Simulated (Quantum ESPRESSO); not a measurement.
**CuO: single-point calculation (part 2 of 2)**

The same run, continued: CuO (C2/c, 4 atoms in the cell); Kohn-Sham DFT of a periodic cell, PBEsol, GBRV 1.5 PBEsol, no spin polarisation (Quantum ESPRESSO 7.5); cutoff 761.92 eV, 7×7×4 k-mesh, fermi-dirac of 0.05 eV. The structure derives from an entry of the Crystallography Open Database. The volume is scaled by 0.96.

Geometry of the input (Å; fractional positions):
```
2.3102  -1.6882  0.0000
2.3102  1.6882  0.0000
-0.8385  0.0000  4.9895
Cu 0.5000  -0.0000  0.5000
Cu -0.0000  0.5000  0.0000
O  0.4184  0.5816  0.7500
O  0.5816  0.4184  0.2500
```

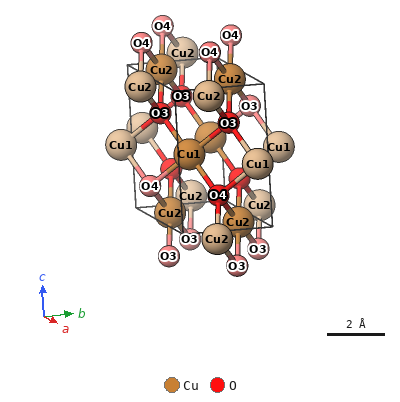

*The input geometry (ball-and-stick view of the cell 2 times as large as that of the calculation, set on its symmetry axes, seen slightly off an axis; neighbours outside the cell are drawn fainter; atoms are numbered from 1 in the order of the input).*

Output, continued:
```
   -99.8695 -99.8694 -57.5687 -57.5665 -57.5248 -57.5243 -57.1616 -57.1604
    -7.0224  -6.8873   5.7259   5.8938   7.0919   7.1813   7.9229   8.0903
     9.5094   9.5297   9.8261   9.9036  10.2579  10.3887  10.8217  10.8457
    12.0313  12.6884  17.1205  17.3808  23.9549  24.6869  25.3658  26.6749
    28.1295  28.6061

          k = 0.1769-0.0000-0.1136 (  1874 PWs)   bands (ev):

   -99.8698 -99.8691 -57.5682 -57.5671 -57.5282 -57.5208 -57.1610 -57.1610
    -7.4294  -6.4101   4.6054   6.6338   6.6954   7.8636   8.1900   8.2563
     9.3692   9.4262   9.8048  10.0533  10.2433  10.4768  10.5361  10.6267
    12.5017  12.7785  15.9331  18.5382  21.8015  25.2717  26.5981  26.8248
    28.3551  28.9504

          k = 0.2654 0.1211 0.0446 (  1864 PWs)   bands (ev):

   -99.8694 -99.8687 -57.5744 -57.5675 -57.5289 -57.5202 -57.1661 -57.1605
    -7.2274  -6.1520   4.6655   6.1634   6.5809   6.9787   7.7947   8.4480
     9.4250   9.6740   9.9626  10.0404  10.0853  10.6218  10.6583  10.9544
    12.4916  12.8248  16.5238  19.2526  21.0502  22.2503  25.8074  27.2111
    28.7157  29.5444

          k = 0.2654 0.1211 0.1880 (  1861 PWs)   bands (ev):

   -99.8692 -99.8689 -57.5746 -57.5672 -57.5273 -57.5217 -57.1662 -57.1605
    -7.0413  -6.3860   4.9596   6.0446   6.7675   6.8465   7.8038   8.3806
     9.5330   9.6496   9.8867   9.9652  10.2992  10.4724  10.7588  10.8955
    12.0108  12.7256  17.1728  18.4247  22.0948  22.7226  25.5648  27.2661
    27.7560  29.3531

          k = 0.2654 0.1211-0.2421 (  1861 PWs)   bands (ev):

   -99.8692 -99.8689 -57.5746 -57.5673 -57.5249 -57.5241 -57.1661 -57.1606
    -6.8234  -6.6346   5.4432   5.8689   6.6471   7.1689   7.4435   8.2635
     9.4911   9.7144   9.8302  10.0045  10.3188  10.5642  10.6601  10.8753
    11.6412  12.7569  17.5872  18.1679  22.9174  23.4547  24.7124  25.8566
    29.0481  29.4472

          k = 0.2654 0.1211-0.0988 (  1872 PWs)   bands (ev):

   -99.8694 -99.8687 -57.5744 -57.5676 -57.5278 -57.5211 -57.1660 -57.1607
    -7.1392  -6.2716   4.9911   6.1529   6.5246   7.0537   7.7355   8.1846
     9.3968   9.7446   9.8549  10.1176  10.3336  10.4339  10.7058  10.7914
    12.1038  12.8979  16.8421  18.9549  21.8539  23.0432  24.2770  27.3878
    28.8004  29.5472

          k = 0.3539 0.2421 0.0595 (  1857 PWs)   bands (ev):

   -99.8689 -99.8685 -57.5799 -57.5676 -57.5272 -57.5217 -57.1702 -57.1605
    -6.8864  -6.0574   5.0342   5.1675   6.5482   6.8875   7.4701   7.9387
     9.6183   9.8434   9.9853  10.0690  10.2722  10.6153  10.7366  11.1548
    12.2542  12.9766  17.6136  18.5346  20.3106  22.8042  24.2572  25.5309
    27.7291  29.4469

          k = 0.3539 0.2421 0.2028 (  1852 PWs)   bands (ev):

   -99.8688 -99.8686 -57.5801 -57.5674 -57.5261 -57.5227 -57.1703 -57.1605
    -6.7538  -6.2160   4.9117   5.4892   6.5122   6.7027   7.5713   8.1769
     9.5620   9.7419   9.9390  10.1639  10.3202  10.4178  10.7888  11.0637
    12.2735  12.6809  17.6792  18.6194  20.7465  22.6762  24.5736  25.9929
    27.4816  29.1444

          k = 0.3539 0.2421-0.2273 (  1850 PWs)   bands (ev):

   -99.8689 -99.8686 -57.5801 -57.5675 -57.5250 -57.5237 -57.1702 -57.1605
    -6.6142  -6.3751   5.0614   5.7365   6.4248   6.4793   7.5186   8.3862
     9.4891   9.7807   9.9266  10.0944  10.2138  10.3396  10.7352  10.9032
    12.1368  12.8984  17.6581  18.9123  21.4980  21.7202  25.0434  26.2216
    27.9894  28.3988

          k = 0.3539 0.2421-0.0839 (  1862 PWs)   bands (ev):

   -99.8689 -99.8685 -57.5799 -57.5677 -57.5267 -57.5221 -57.1702 -57.1606
    -6.8178  -6.1457   5.0496   5.6138   6.2515   6.6876   7.6258   8.0054
     9.5691   9.8454   9.8965  10.1892  10.2600  10.4208  10.6840  10.9832
    12.1461  13.1644  17.5086  18.8788  20.6526  22.7852  23.5131  26.7331
    27.4865  30.1083

          k =-0.1769-0.4843-0.0297 (  1858 PWs)   bands (ev):

   -99.8688 -99.8687 -57.5801 -57.5677 -57.5252 -57.5237 -57.1705 -57.1608
    -6.8152  -6.0261   4.9236   5.2016   6.4026   6.8163   7.2722   7.8784
     9.7531   9.8832  10.0118  10.0834  10.3821  10.7086  10.7449  11.0894
    12.0211  13.0839  17.5355  18.8975  20.1953  22.8618  24.3018  24.8788
    27.0846  29.0861

          k =-0.1769-0.4843 0.1136 (  1847 PWs)   bands (ev):

   -99.8688 -99.8686 -57.5803 -57.5676 -57.5248 -57.5239 -57.1705 -57.1608
    -6.7081  -6.1571   4.9250   5.7252   6.1585   6.5342   7.3288   7.9524
     9.7774   9.8584   9.9649  10.1498  10.3465  10.4106  10.6750  10.9656
    12.5386  12.8148  17.5281  19.1000  20.6218  22.3910  24.0825  25.7260
    27.3946  28.4550

          k =-0.1769-0.4843-0.3165 (  1855 PWs)   bands (ev):

   -99.8688 -99.8686 -57.5803 -57.5678 -57.5249 -57.5237 -57.1705 -57.1608
    -6.5531  -6.3303   4.9531   5.7950   6.2342   6.3920   7.4526   8.1657
     9.5437   9.9412   9.9565  10.0476  10.2517  10.3758  10.7587  10.8544
    12.2818  12.8969  17.7764  18.9782  21.0781  21.5458  25.2686  26.4371
    27.5522  27.5709

          k =-0.1769-0.4843-0.1731 (  1851 PWs)   bands (ev):

   -99.8688 -99.8686 -57.5801 -57.5679 -57.5252 -57.5235 -57.1704 -57.1609
    -6.7323  -6.1274   4.8372   5.4890   6.2487   6.6511   7.7861   7.8110
     9.5608   9.8956  10.0485  10.1368  10.2547  10.5393  10.8130  10.9938
    11.9318  13.0513  17.6441  18.9133  20.4420  22.1581  24.7977  26.2235
    27.0437  28.8743

          k =-0.0885-0.3632-0.0149 (  1861 PWs)   bands (ev):

   -99.8692 -99.8688 -57.5748 -57.5678 -57.5262 -57.5227 -57.1666 -57.1612
    -7.0813  -6.0822   4.8404   5.7590   6.3411   6.7489   7.2804   8.3611
     9.6501   9.8858  10.0317  10.1404  10.3162  10.5180  10.6832  10.8255
    11.9899  13.2452  17.3878  18.6586  21.8179  22.1181  24.0354  25.9614
    27.0115  29.1402

          k =-0.0885-0.3632 0.1285 (  1857 PWs)   bands (ev):

   -99.8692 -99.8689 -57.5750 -57.5678 -57.5258 -57.5230 -57.1666 -57.1612
    -6.9562  -6.2437   5.1691   5.9547   6.2732   6.6754   7.2161   7.9174
     9.7351   9.8969   9.9737  10.1399  10.3637  10.4551  10.6267  10.8675
    12.2751  12.8549  17.5155  18.7837  22.0576  22.9375  23.0689  26.2939
    27.7738  27.9669

          k =-0.0885-0.3632-0.3016 (  1861 PWs)   bands (ev):

   -99.8691 -99.8690 -57.5749 -57.5680 -57.5247 -57.5240 -57.1666 -57.1613
    -6.6756  -6.5579   5.4441   5.7630   6.3049   6.8488   7.2348   7.8321
     9.5709   9.8267  10.0185  10.0790  10.3851  10.5894  10.7357  10.9671
    11.9166  12.5692  18.0295  18.4430  22.2670  22.3089  24.7974  25.6450
    27.6014  28.0566

          k =-0.0885-0.3632-0.1582 (  1856 PWs)   bands (ev):

   -99.8691 -99.8689 -57.5747 -57.5680 -57.5255 -57.5233 -57.1666 -57.1613
    -6.9510  -6.2467   5.0271   5.7242   6.3141   6.6845   7.6675   8.1312
     9.4668   9.8662  10.0463  10.1274  10.4102  10.5092  10.7426  10.9798
    11.7112  12.8818  17.8716  18.3688  21.9312  22.1347  24.4079  26.8416
    27.2626  28.1243

          k =-0.0000-0.2421-0.0000 (  1857 PWs)   bands (ev):

   -99.8697 -99.8691 -57.5686 -57.5673 -57.5280 -57.5208 -57.1616 -57.1614
    -7.4443  -6.1832   4.3092   6.4554   6.7710   6.9673   7.7370   8.8383
     9.4758   9.9583  10.0137  10.0792  10.1870  10.2236  10.4285  10.8215
    12.1919  13.3555  15.9871  19.6865  20.4422  23.3388  25.5356  26.8334
    28.0455  29.4560

          k =-0.0000-0.2421 0.1434 (  1859 PWs)   bands (ev):

   -99.8696 -99.8692 -57.5685 -57.5675 -57.5269 -57.5219 -57.1616 -57.1614
    -7.2852  -6.3997   4.7832   6.3447   6.7511   7.0718   7.7495   8.1449
     9.4554   9.8261   9.9393  10.1063  10.2473  10.4015  10.6894  10.8294
    12.1660  12.9417  16.5884  18.7243  21.8954  23.4465  24.7908  27.3922
    27.6369  28.9141

          k =-0.0000-0.2421-0.2867 (  1864 PWs)   bands (ev):

   -99.8694 -99.8694 -57.5680 -57.5680 -57.5244 -57.5244 -57.1615 -57.1615
    -6.8703  -6.8703   5.8034   5.8034   6.9129   6.9129   7.6337   7.6337
     9.5603   9.5603  10.0146  10.0146  10.3957  10.3957  10.9073  10.9073
    12.3443  12.3443  17.6599  17.6599  23.6149  23.6149  24.7706  24.7706
    28.6531  28.6531

          k = 0.3539-0.0000 0.0595 (  1842 PWs)   bands (ev):

   -99.8690 -99.8684 -57.5757 -57.5724 -57.5290 -57.5200 -57.1665 -57.1641
    -6.9629  -6.0994   5.1068   5.8862   6.7597   6.8861   6.9042   8.4158
     9.5778   9.7488   9.9741  10.0480  10.2231  10.4987  10.5651  11.2058
    11.8942  13.0630  16.6671  19.1891  21.7829  21.9344  25.0658  27.3867
    27.6576  27.9360

          k = 0.3539-0.0000 0.2028 (  1856 PWs)   bands (ev):

   -99.8688 -99.8685 -57.5761 -57.5720 -57.5274 -57.5216 -57.1667 -57.1640
    -6.7887  -6.3053   5.2085   5.7829   6.7702   6.7730   7.2471   8.5676
     9.4971   9.7603   9.9134   9.9479  10.3824  10.5259  10.5511  10.8800
    12.3050  12.3389  17.0623  18.4225  22.0189  23.6664  25.6290  26.5384
    26.6802  28.3079

          k = 0.3539-0.0000-0.2273 (  1854 PWs)   bands (ev):

   -99.8688 -99.8686 -57.5754 -57.5728 -57.5249 -57.5241 -57.1660 -57.1646
    -6.6439  -6.4673   5.5466   5.6198   6.6531   7.0116   7.5488   7.9183
     9.5183   9.7165   9.8493  10.1273  10.3941  10.5638  10.6667  10.7050
    11.7426  12.5227  17.8681  17.9724  22.3834  23.7537  24.9946  26.1165
    27.6724  28.7313

          k = 0.3539-0.0000-0.0839 (  1864 PWs)   bands (ev):

   -99.8690 -99.8684 -57.5744 -57.5738 -57.5280 -57.5210 -57.1657 -57.1650
    -6.9071  -6.1727   5.3554   5.8060   6.5440   7.2609   7.2743   7.6689
     9.6108   9.6529   9.9602  10.0871  10.4239  10.4929  10.7007  10.9573
    11.6540  12.9150  17.1606  19.1046  21.7539  22.5070  24.2710  27.0643
    28.1608  28.7055

          k = 0.4423 0.1211 0.0743 (  1850 PWs)   bands (ev):

   -99.8686 -99.8681 -57.5802 -57.5734 -57.5281 -57.5207 -57.1697 -57.1647
    -6.6599  -6.0250   5.1170   5.5325   6.5480   6.7860   6.9678   8.0712
     9.6270   9.8722   9.9549  10.0983  10.3072  10.3996  10.7124  11.2409
    11.6550  13.3181  16.9669  18.8633  21.4119  22.2347  24.0236  25.6892
    26.9113  28.7821

          k = 0.4423 0.1211 0.2177 (  1845 PWs)   bands (ev):

   -99.8685 -99.8683 -57.5803 -57.5733 -57.5268 -57.5220 -57.1697 -57.1647
    -6.5330  -6.1682   5.1858   5.5179   6.4176   6.7574   7.1085   8.2342
     9.4662   9.8670  10.0255  10.0725  10.3207  10.4970  10.7370  11.0733
    12.0475  12.6341  17.1515  18.4496  21.6585  23.2321  24.3507  25.6047
    26.6776  28.5887

          k = 0.4423 0.1211-0.2124 (  1851 PWs)   bands (ev):

   -99.8685 -99.8683 -57.5798 -57.5739 -57.5248 -57.5240 -57.1694 -57.1650
    -6.4367  -6.2754   5.3464   5.7267   6.3138   6.8321   6.9816   7.8872
     9.5736   9.7721   9.9534  10.1577  10.4011  10.5498  10.7130  11.0362
    11.9242  12.5338  17.6878  18.3257  21.7950  22.3170  25.3173  25.9229
    26.6708  28.7201

          k = 0.4423 0.1211-0.0690 (  1857 PWs)   bands (ev):

   -99.8686 -99.8681 -57.5797 -57.5740 -57.5273 -57.5215 -57.1694 -57.1650
    -6.6194  -6.0765   5.2288   5.8337   6.3730   6.6879   7.2712   7.4932
     9.6476   9.8171   9.9961  10.2376  10.3071  10.3545  10.7468  11.1747
    11.5885  13.1708  17.4042  18.9460  21.3529  21.7483  24.1823  26.1482
    27.3351  29.0558

          k =-0.0885-0.6053-0.0149 (  1859 PWs)   bands (ev):

   -99.8685 -99.8682 -57.5804 -57.5736 -57.5265 -57.5222 -57.1700 -57.1651
    -6.5670  -5.9846   5.0623   5.5942   6.1878   6.6475   7.0254   7.7364
     9.7999   9.9565  10.0224  10.0741  10.4046  10.5016  10.7436  11.1782
    11.4237  13.3369  17.8106  18.8263  21.3010  21.4980  23.4909  25.6659
    26.2521  28.9795

          k =-0.0885-0.6053 0.1285 (  1850 PWs)   bands (ev):

   -99.8684 -99.8683 -57.5804 -57.5737 -57.5257 -57.5230 -57.1700 -57.1651
    -6.4730  -6.0928   5.2538   5.7761   6.1059   6.5398   6.7146   7.8476
     9.7494   9.9336  10.0404  10.1067  10.3504  10.5379  10.8247  11.0446
    11.8108  12.9005  17.7705  18.7704  21.5784  21.8295  23.5954  25.7396
    26.8788  28.1101

          k =-0.0885-0.6053-0.3016 (  1848 PWs)   bands (ev):

   -99.8684 -99.8683 -57.5799 -57.5743 -57.5246 -57.5240 -57.1697 -57.1654
    -6.3444  -6.2325   5.3847   5.9693   6.0515   6.4392   6.7566   7.6171
     9.8013   9.8276  10.0079  10.0999  10.3918  10.5975  10.8012  10.9899
    12.0937  12.5332  17.9686  18.6094  21.5632  21.8231  24.8292  25.3455
    26.9508  27.8102

          k =-0.0885-0.6053-0.1582 (  1852 PWs)   bands (ev):

   -99.8685 -99.8682 -57.5800 -57.5741 -57.5261 -57.5227 -57.1698 -57.1653
    -6.5084  -6.0544   5.1241   5.7789   6.1328   6.7995   6.9771   7.4087
     9.8278   9.9178  10.0868  10.1255  10.2262  10.4557  10.7869  11.1494
    11.5967  13.1295  18.0241  18.6464  21.2505  21.5636  23.9991  25.9068
    26.9027  28.1369

          k = 0.0000-0.4843 0.0000 (  1860 PWs)   bands (ev):

   -99.8687 -99.8686 -57.5762 -57.5729 -57.5246 -57.5242 -57.1671 -57.1651
    -6.7677  -6.0098   5.3014   5.8268   5.9271   6.4884   6.7647   8.0765
     9.8047   9.9753  10.0921  10.0932  10.3688  10.5186  10.7297  10.8904
    11.5916  13.2961  18.2746  18.6662  21.5854  22.3341  22.5847  25.9023
    26.0440  29.0294

          k = 0.0000-0.4843 0.1434 (  1860 PWs)   bands (ev):

   -99.8687 -99.8686 -57.5757 -57.5734 -57.5245 -57.5242 -57.1668 -57.1654
    -6.6665  -6.1319   5.4684   5.8190   6.0279   6.4608   6.7903   7.7967
     9.7816   9.9956  10.0400  10.0911  10.4831  10.5349  10.7495  10.9211
    11.6857  12.8868  18.2849  18.6349  21.7885  22.2773  23.1732  25.9058
    27.1387  27.7019

          k = 0.0000-0.4843-0.2867 (  1854 PWs)   bands (ev):

   -99.8686 -99.8686 -57.5746 -57.5746 -57.5243 -57.5243 -57.1661 -57.1661
    -6.4095  -6.4095   5.7649   5.7649   6.1802   6.1802   7.2334   7.2334
     9.8725   9.8725  10.0421  10.0421  10.5510  10.5510  10.8957  10.8957
    12.1213  12.1213  18.4539  18.4539  22.1011  22.1011  24.8362  24.8362
    27.4267  27.4267

          k = 0.5308 0.0000 0.0892 (  1848 PWs)   bands (ev):

   -99.8683 -99.8678 -57.5819 -57.5769 -57.5282 -57.5204 -57.1705 -57.1671
    -6.4272  -5.9853   4.7223   5.8785   6.2230   6.7549   7.2927   8.3229
     9.1912   9.7569  10.0563  10.1434  10.2677  10.2734  10.9364  11.0532
    11.7902  13.5868  15.8406  19.3001  21.5162  22.3859  23.8762  25.5074
    26.6118  27.6251

          k = 0.5308 0.0000 0.2326 (  1844 PWs)   bands (ev):

   -99.8682 -99.8679 -57.5816 -57.5773 -57.5269 -57.5217 -57.1702 -57.1673
    -6.3375  -6.0833   4.9189   5.6829   6.3487   6.6039   7.3491   8.0751
     9.1918   9.9126  10.0662  10.1713  10.3233  10.3757  11.0082  11.0496
    11.9758  12.9178  16.2570  18.6277  22.0182  22.2276  24.7525  25.6816
    26.6245  28.1322

          k = 0.5308 0.0000-0.1975 (  1845 PWs)   bands (ev):

   -99.8681 -99.8680 -57.5800 -57.5789 -57.5245 -57.5241 -57.1691 -57.1684
    -6.2552  -6.1733   5.4178   5.5631   6.3372   6.7049   7.1006   7.3278
     9.5049   9.7199  10.0961  10.1351  10.6689  10.7246  10.9996  11.0821
    11.9178  12.3462  17.5321  17.6998  21.6022  22.0009  25.5472  25.6518
    28.0471  28.5109

          k = 0.5308 0.0000-0.0542 (  1849 PWs)   bands (ev):

   -99.8683 -99.8679 -57.5808 -57.5780 -57.5272 -57.5214 -57.1697 -57.1678
    -6.3952  -6.0250   4.9680   6.0539   6.4319   6.7091   6.8016   7.6170
     9.4055   9.9138  10.0877  10.2007  10.3705  10.4132  11.0284  11.2259
    11.4776  13.1675  16.5601  19.3389  20.4564  22.2993  24.6457  25.4308
    28.1030  28.1170

          k =-0.0000-0.7264-0.0000 (  1838 PWs)   bands (ev):

   -99.8683 -99.8679 -57.5820 -57.5770 -57.5277 -57.5210 -57.1706 -57.1673
    -6.3840  -5.9669   4.7275   5.8834   6.0492   6.7688   7.4330   7.7837
     9.4600   9.8294  10.0775  10.2060  10.2501  10.2697  10.9633  11.1895
    11.4372  13.5828  16.3537  19.8742  20.2406  22.6722  23.4032  25.4164
    26.2291  28.6435

          k =-0.0000-0.7264 0.1434 (  1854 PWs)   bands (ev):

   -99.8682 -99.8679 -57.5813 -57.5777 -57.5267 -57.5219 -57.1701 -57.1677
    -6.3268  -6.0322   4.9678   5.8577   6.2118   6.7806   6.9127   7.5934
     9.4839   9.9853  10.0827  10.1191  10.2678  10.4877  11.1083  11.1534
    11.5418  13.1298  16.7787  19.0930  20.6853  22.4103  23.9551  25.7032
    27.1103  28.0177

          k =-0.0000-0.7264-0.2867 (  1858 PWs)   bands (ev):

   -99.8681 -99.8681 -57.5795 -57.5795 -57.5243 -57.5243 -57.1689 -57.1689
    -6.1835  -6.1835   5.5625   5.5625   6.3601   6.3601   7.1037   7.1037
     9.6777   9.6777  10.1035  10.1035  10.6703  10.6703  11.0313  11.0313
    12.2284  12.2284  17.7981  17.7981  21.6498  21.6498  25.2176  25.2176
    27.6461  27.6461

     the Fermi energy is    12.5537 ev

!    total energy              =    -871.35662622 Ry
     estimated scf accuracy    <          1.2E-10 Ry
     smearing contrib. (-TS)   =      -0.00133889 Ry
     internal energy E=F+TS    =    -871.35528733 Ry

     The total energy is F=E-TS. E is the sum of the following terms:
     one-electron contribution =    -608.47071493 Ry
     hartree contribution      =     332.21191730 Ry
     xc contribution           =     -91.11617696 Ry
     ewald contribution        =    -503.98031274 Ry

     convergence has been achieved in  12 iterations

     Forces acting on atoms (cartesian axes, Ry/au):

     atom    1 type  1   force =     0.00000000    0.00000000    0.00000000
     atom    2 type  1   force =     0.00000000    0.00000000    0.00000000
     atom    3 type  2   force =    -0.00000000   -0.00869784   -0.00000000
     atom    4 type  2   force =     0.00000000    0.00869784    0.00000000

     Total force =     0.012301     Total SCF correction =     0.000009

     Computing stress (Cartesian axis) and pressure

          total   stress  (Ry/bohr**3)                   (kbar)     P=       58.82
   0.00039337   0.00000000  -0.00011848           57.87        0.00      -17.43
   0.00000000   0.00042547   0.00000000            0.00       62.59        0.00
  -0.00011848   0.00000000   0.00038070          -17.43        0.00       56.00

=------------------------------------------------------------------------------=
   JOB DONE.
=------------------------------------------------------------------------------=
```

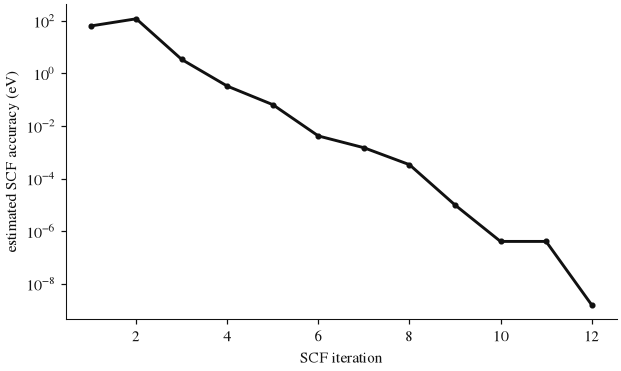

*Convergence of the self-consistent field: estimated SCF accuracy against the iteration.*

The field takes 12 iterations in all.

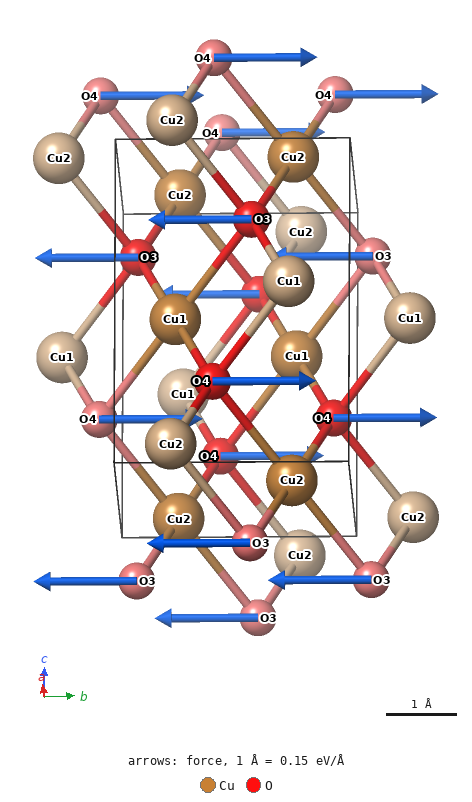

*Forces on the atoms as blue arrows (ball-and-stick view of the cell 2 times as large as that of the calculation, set on its symmetry axes, seen at an oblique angle; neighbours outside the cell are drawn fainter; atoms are numbered from 1 in the order of the input).*

The largest act on O3, O4 (0.22 eV/Å). The geometry is not a stationary point of this energy.

Key numbers:

```tsv
quantity	value
outcome	converged
space group (tolerance 0.01 Å)	C2/c (15)
electrons treated	50
free energy	−11855.4109 eV
Fermi energy	12.554 eV
gap on the k-point mesh	none (metallic)
pressure	5.88 GPa
largest force (length of the vector)	0.224 eV/Å
hardware	1 thread of Arm Neoverse V1, 24 GiB of memory available, shared host
wall time	68 s
peak memory	0.24 GiB
```

Points of doubt noted for this run: coarse mesh. The run has no spin polarisation, so a magnetic state may lie lower. The cell is under a pressure of 5.9 GPa at this level, so it is not at its equilibrium volume.
